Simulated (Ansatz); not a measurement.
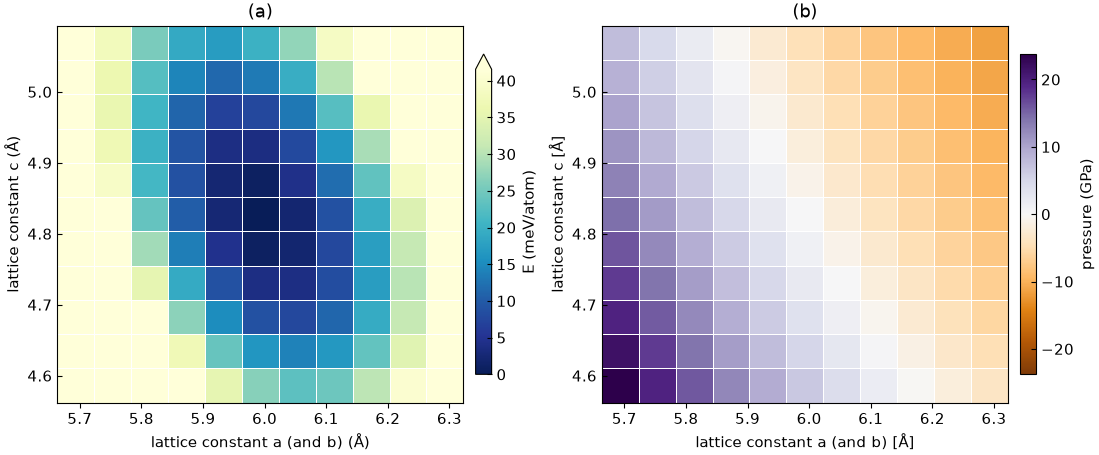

Al2Cu (I4/mcm, No. 140; 6 atoms in the cell). The energy is mapped over the lattice constants a and c of the conventional cell. First axis: lattice constant a (and b). Second axis: lattice constant c. Nothing is relaxed (fractional coordinates fixed). The grid has 11 × 11 points. Points are written as (first, second). Energies are in meV/atom, from the lowest grid point. Theory: DFT PBEsol, scalar-relativistic, plane waves, PAW in Ansatz. Settings: cutoff 520 eV, k-mesh 10×10×10, gaussian smearing 0.15 eV, no spin polarisation.

Panel (a) is the energy and panel (b) the computed pressure on the same grid.

The picture shows one coloured cell a grid point, one colour for all values above the top of the scale.

Question: How does the pressure vary over the map, and what is it at the lowest grid point?

Answer: It runs from −11.5 GPa at (6.293 Å, 5.069 Å) to 23.8 GPa at (5.693 Å, 4.586 Å). At the lowest grid point, (5.993 Å, 4.828 Å), it is 0.0 GPa.

| lattice constant c ↓, lattice constant a (and b) → | 5.693 | 5.753 | 5.813 | 5.873 | 5.933 | 5.993 | 6.053 | 6.113 | 6.173 | 6.233 | 6.293 |
| --- | --- | --- | --- | --- | --- | --- | --- | --- | --- | --- | --- |
| 5.069 | 7.6 | 4.7 | 2.0 | −0.4 | −2.6 | −4.6 | −6.3 | −7.8 | −9.2 | −10.4 | −11.5 |
| 5.021 | 8.8 | 5.8 | 3.0 | 0.5 | −1.8 | −3.8 | −5.6 | −7.2 | −8.6 | −9.9 | −11.0 |
| 4.972 | 10.1 | 6.9 | 4.1 | 1.5 | −0.9 | −2.9 | −4.8 | −6.5 | −7.9 | −9.3 | −10.4 |
| 4.924 | 11.4 | 8.2 | 5.2 | 2.5 | 0.1 | −2.0 | −4.0 | −5.7 | −7.2 | −8.6 | −9.8 |
| 4.876 | 12.9 | 9.5 | 6.4 | 3.7 | 1.2 | −1.1 | −3.0 | −4.8 | −6.4 | −7.9 | −9.2 |
| 4.828 | 14.4 | 10.9 | 7.7 | 4.9 | 2.3 | 0.0 | −2.1 | −3.9 | −5.6 | −7.1 | −8.4 |
| 4.779 | 16.0 | 12.4 | 9.2 | 6.2 | 3.5 | 1.2 | −1.0 | −2.9 | −4.7 | −6.2 | −7.6 |
| 4.731 | 17.8 | 14.0 | 10.7 | 7.6 | 4.9 | 2.4 | 0.1 | −1.9 | −3.7 | −5.3 | −6.7 |
| 4.683 | 19.6 | 15.8 | 12.3 | 9.1 | 6.3 | 3.7 | 1.4 | −0.7 | −2.6 | −4.3 | −5.8 |
| 4.635 | 21.6 | 17.7 | 14.0 | 10.8 | 7.8 | 5.1 | 2.7 | 0.5 | −1.4 | −3.2 | −4.8 |
| 4.586 | 23.8 | 19.7 | 15.9 | 12.5 | 9.4 | 6.6 | 4.1 | 1.9 | −0.2 | −2.0 | −3.7 |

PAW datasets: the set soft_1.
